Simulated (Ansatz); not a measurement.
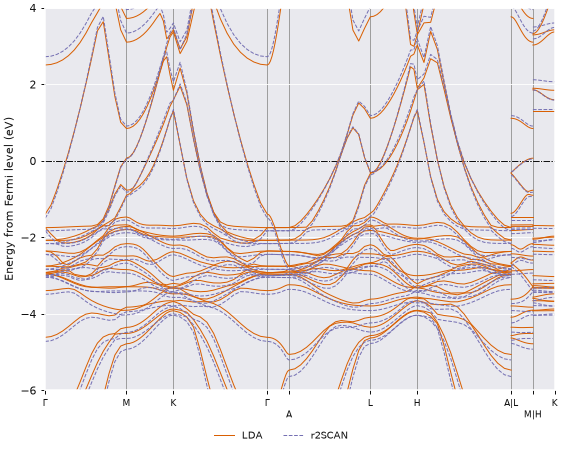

Band structures of ZnCu3, space group P-6m2, 4 atoms in the cell, by two methods on the same cell. Each is counted from its own Fermi level.

Question: How do the methods compare?

Answer: Both give a metal. The 4 bands that come within 1 eV of the Fermi level differ by 0.07 eV on average and by 0.24 eV at most (between K and Γ).

Settings. LDA: DFT LDA, scalar-relativistic, plane waves, PAW, no spin polarisation, 18×18×6 k mesh, 420 eV cutoff (Ansatz). r2SCAN: DFT r2SCAN, scalar-relativistic, plane waves, PAW, no spin polarisation, 18×18×6 k mesh, 500 eV cutoff, Gaussian smearing of 0.1 eV (Ansatz).
